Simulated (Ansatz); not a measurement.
**AlRu: one change and its effect**

System: AlRu (2 atoms in the cell).
Method of run 1: DFT PBE, scalar-relativistic, plane waves, PAW, no spin polarisation (Ansatz 0.2.0).

The structure derives from an entry of the Crystallography Open Database. Text and figures count atoms from 1; the logs count them from 0 in places.

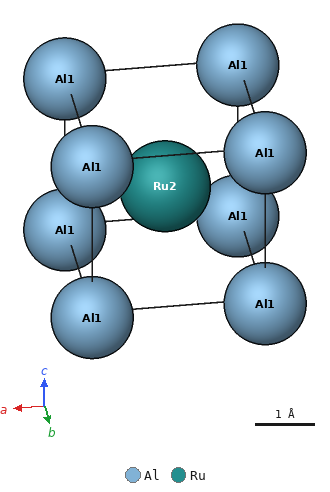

Fig. 1: The structure as given in the input (spheres-only view of the cell of the calculation, set on other vectors, seen at an oblique angle; atoms are numbered from 1 in the order of the input). An atom can appear more than once, as a periodic image.

## The input, run 1
```yaml
crystal:
  lattice:
    - [2.9916, 0.0, 0.0]
    - [0.0, 2.9916, 0.0]
    - [0.0, 0.0, 2.9916]
  atoms:
    - { symbol: Al, position: [0.0, -0.0334269287, 0.0] }
    - { symbol: Ru, position: [0.5, 0.5, 0.5] }
basis:
  ecutwfc: 420
kpoints:
  mp_grid: { grid: [16, 16, 16] }
hamiltonian:
  xc: pbe
scf:
  occupations: { method: gaussian, width: 0.15 }
output:
  forces: true
  stress: true
  eigenvalues: true
```

Command:
```bash
ansatz run input.yaml --threads 1 --pin off --max-ram 2560MiB --backend cpu --events-out ev --progress --plain --runs-dir out
```

Hardware: 1 thread of Intel Xeon (Sapphire Rapids), 32 GiB of memory available, shared host.

## Output, shortened to warnings, some set-up lines, iterations and results (run 1)
```
Basis set: ecut = 420 eV, 485 PW (Γ), exchange–correlation on 40×40×40 points (8 copies of the dense FFT grid, shifted against one another)
Symmetry: 8 space group operations
k-points: 405 of 4096 (time reversal used)
Initial density: superposition of atomic densities (neutral atoms: chi_scale 0, normalization atom), corrected by the library's trained network
[...]
SCF iter   1: F=—  HF=-6417.434978 eV  |F-HF|=—  |Δ(HF+E_count)|=         —  Δρ=3.16e-3  dr2=3.08e-3  ethr=1.77e-3  ⟨swp⟩=5.0  Hψ=27764  notcnv=0
SCF iter   2: F=—  HF=-6417.434636 eV  |F-HF|=—  |Δ(HF+E_count)|=   3.42e-4  Δρ=1.99e-3  dr2=1.38e-3  ethr=1.62e-5  ⟨swp⟩=2.4  Hψ=10272  notcnv=0
SCF iter   3: F=—  HF=-6417.434370 eV  |F-HF|=—  |Δ(HF+E_count)|=   2.66e-4  Δρ=3.04e-4  dr2=1.68e-5  ethr=7.24e-6  ⟨swp⟩=2.1  Hψ=7263  notcnv=0
SCF iter   4: F=—  HF=-6417.434298 eV  |F-HF|=—  |Δ(HF+E_count)|=   7.22e-5  Δρ=1.04e-4  dr2=1.32e-6  ethr=8.85e-8  ⟨swp⟩=2.0  Hψ=7671  notcnv=0
SCF iter   5: F=—  HF=-6417.434298 eV  |F-HF|=—  |Δ(HF+E_count)|=   1.53e-7  Δρ=3.40e-5  dr2=2.74e-7  ethr=6.92e-9  ⟨swp⟩=2.2  Hψ=8470  notcnv=0
SCF iter   6: F=-6417.434298 eV  HF=-6417.434298 eV  |F-HF|=1.44e-9  |Δ(HF+E_count)|=   7.43e-8  Δρ=5.11e-6  dr2=1.81e-9  ethr=5.26e-10  ⟨swp⟩=4.8  Hψ=21861  notcnv=0
SCF 1 converged in 6 iterations: F = -6417.434298 eV  dr2 = 1.81e-9
SCF converged after 6 iterations
Free energy (F): -6417.434298 eV
Harris-Foulkes:  -6417.434298 eV  (|F-HF|=1.44e-9)
Internal energy: -6417.415205 eV  (E = F + TS)
E sigma→0 (E₀):  -6417.424751 eV
Entropy (-TS):   -0.019093 eV (-9.546 meV/atom)
Fermi energy:    16.125851 eV
--- Per-component energies (eV) ---
  E_band       = -119.830025
  E_kinetic    = 543.488882
  E_local      = -1799.263975  (includes V_loc(G=0)·N_el)
  E_nonlocal   = 354.729324
  E_hartree    = 639.487364
  E_xc         = -232.297594
  E_vxc        = -270.818341  (∫ρ·V_xc dr)
  E_paw        = -3929.274142  (= ΣΔE_a)
  E_vpaw       = -226.940537  (= ΣTr[D̂ρ^β])
  E_aug_tail   = -0.000177  (compensation charges beyond the density's cutoff)
  E_ewald      = -1994.284886
  E_smearing   = -0.019093  (= −TS)
  E_closure    = 0.000000  (closes the sum)
  Σ components = -6417.434298   (vs F -6417.434298, Δ=0.00e0)
--- Forces (eV/Å), atoms counted from 1 ---
  atom   1  Al    -0.00000000     0.77622983     0.00000000
  atom   2  Ru    -0.00000000    -0.77623605     0.00000000
  max |Σ_I F_I| component: 6.22e-6 eV/Å
--- Stress (GPa, compression-positive) ---
        3.655839       0.000000       0.000000
        0.000000       2.862837       0.000000
        0.000000       0.000000       3.655839
  P = ⅓ Tr σ = 3.3915 GPa (33.915 kbar)
```

Run 2 used a changed input.

## The two runs side by side

| quantity | run 1 | run 2 |
| --- | --- | --- |
| outcome | converged | converged |
| free energy per atom (eV) | −3208.7171 | −3208.7317 |
| energy per atom, smearing taken to zero (eV) | −3208.7124 | −3208.7270 |
| gap on the mesh (eV) | 0.00 | 0.00 |
| pressure (GPa) | 3.39 | 2.82 |
| largest force (eV/Å) | 0.776 | 0.389 |
| SCF iterations | 6 | 6 |
| irreducible k-points | 405 | 405 |
| plane waves at Γ | 485 | 485 |
| wall time (shared host) | 7.1 s | 7.1 s |

Which change of the input explains these differences?

The change (lines with − go, lines with + come):
```diff
-    - { symbol: Al, position: [0.0, -0.0334269287, 0.0] }
+    - { symbol: Al, position: [0.0, -0.0167134644, 0.0] }
```

With the same functional and potentials, run 2 lies 14.6 meV per atom lower. The pressure goes from 3.39 to 2.82 GPa. The largest force goes from 0.776 to 0.389 eV/Å. The number of SCF iterations is the same.

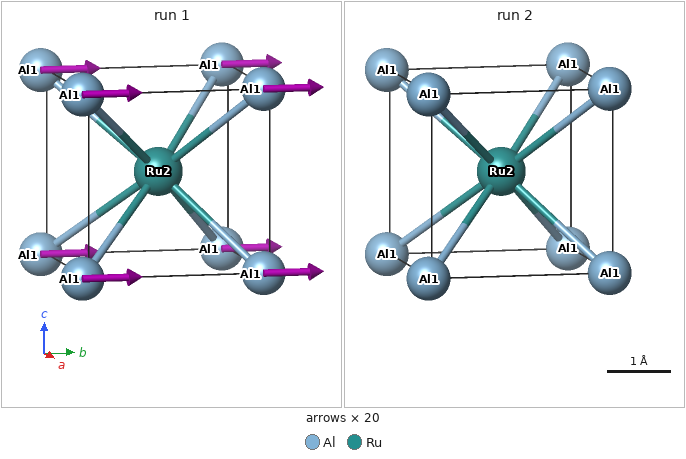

Fig. 2: The two input geometries at one scale (ball-and-stick view of the cell of the calculation, seen slightly off an axis). The pink arrows on the first give the shifts of the atoms relative to the cell, magnified 20 times. Al1 moves most: 0.050 Å. Ru stays in place. The cell stays as it was. Among the contacts that change: Al1–Ru2 2.650 → 2.620 Å.

## Output, shortened to warnings, some set-up lines, iterations and results (run 2)
```
Basis set: ecut = 420 eV, 485 PW (Γ), exchange–correlation on 40×40×40 points (8 copies of the dense FFT grid, shifted against one another)
Symmetry: 8 space group operations
k-points: 405 of 4096 (time reversal used)
Initial density: superposition of atomic densities (neutral atoms: chi_scale 0, normalization atom), corrected by the library's trained network
[...]
SCF iter   1: F=—  HF=-6417.464115 eV  |F-HF|=—  |Δ(HF+E_count)|=         —  Δρ=3.18e-3  dr2=3.18e-3  ethr=1.77e-3  ⟨swp⟩=5.0  Hψ=27597  notcnv=0
SCF iter   2: F=—  HF=-6417.463784 eV  |F-HF|=—  |Δ(HF+E_count)|=   3.31e-4  Δρ=2.00e-3  dr2=1.42e-3  ethr=1.67e-5  ⟨swp⟩=2.4  Hψ=10154  notcnv=0
SCF iter   3: F=—  HF=-6417.463511 eV  |F-HF|=—  |Δ(HF+E_count)|=   2.73e-4  Δρ=2.94e-4  dr2=1.56e-5  ethr=7.46e-6  ⟨swp⟩=2.1  Hψ=7242  notcnv=0
SCF iter   4: F=—  HF=-6417.463433 eV  |F-HF|=—  |Δ(HF+E_count)|=   7.75e-5  Δρ=9.49e-5  dr2=9.88e-7  ethr=8.21e-8  ⟨swp⟩=2.1  Hψ=7602  notcnv=0
SCF iter   5: F=—  HF=-6417.463434 eV  |F-HF|=—  |Δ(HF+E_count)|=   1.77e-8  Δρ=2.90e-5  dr2=2.16e-7  ethr=5.20e-9  ⟨swp⟩=2.4  Hψ=8687  notcnv=0
SCF iter   6: F=-6417.463433 eV  HF=-6417.463433 eV  |F-HF|=1.30e-9  |Δ(HF+E_count)|=   7.57e-8  Δρ=5.44e-6  dr2=2.06e-9  ethr=5.26e-10  ⟨swp⟩=4.5  Hψ=20307  notcnv=0
SCF 1 converged in 6 iterations: F = -6417.463433 eV  dr2 = 2.06e-9
SCF converged after 6 iterations
Free energy (F): -6417.463433 eV
Harris-Foulkes:  -6417.463433 eV  (|F-HF|=1.30e-9)
Internal energy: -6417.444391 eV  (E = F + TS)
E sigma→0 (E₀):  -6417.453912 eV
Entropy (-TS):   -0.019043 eV (-9.521 meV/atom)
Fermi energy:    16.130551 eV
--- Per-component energies (eV) ---
  E_band       = -119.788968
  E_kinetic    = 543.368634
  E_local      = -1798.416311  (includes V_loc(G=0)·N_el)
  E_nonlocal   = 354.669994
  E_hartree    = 639.138414
  E_xc         = -232.269347
  E_vxc        = -270.782900  (∫ρ·V_xc dr)
  E_paw        = -3929.246882  (= ΣΔE_a)
  E_vpaw       = -226.905767  (= ΣTr[D̂ρ^β])
  E_aug_tail   = -0.000175  (compensation charges beyond the density's cutoff)
  E_ewald      = -1994.688717
  E_smearing   = -0.019043  (= −TS)
  E_closure    = 0.000000  (closes the sum)
  Σ components = -6417.463433   (vs F -6417.463433, Δ=0.00e0)
--- Forces (eV/Å), atoms counted from 1 ---
  atom   1  Al    -0.00000000     0.38882138     0.00000000
  atom   2  Ru     0.00000000    -0.38883308     0.00000000
  max |Σ_I F_I| component: 1.17e-5 eV/Å
--- Stress (GPa, compression-positive) ---
        2.885831       0.000000       0.000000
        0.000000       2.688081       0.000000
        0.000000       0.000000       2.885831
  P = ⅓ Tr σ = 2.8199 GPa (28.199 kbar)
```
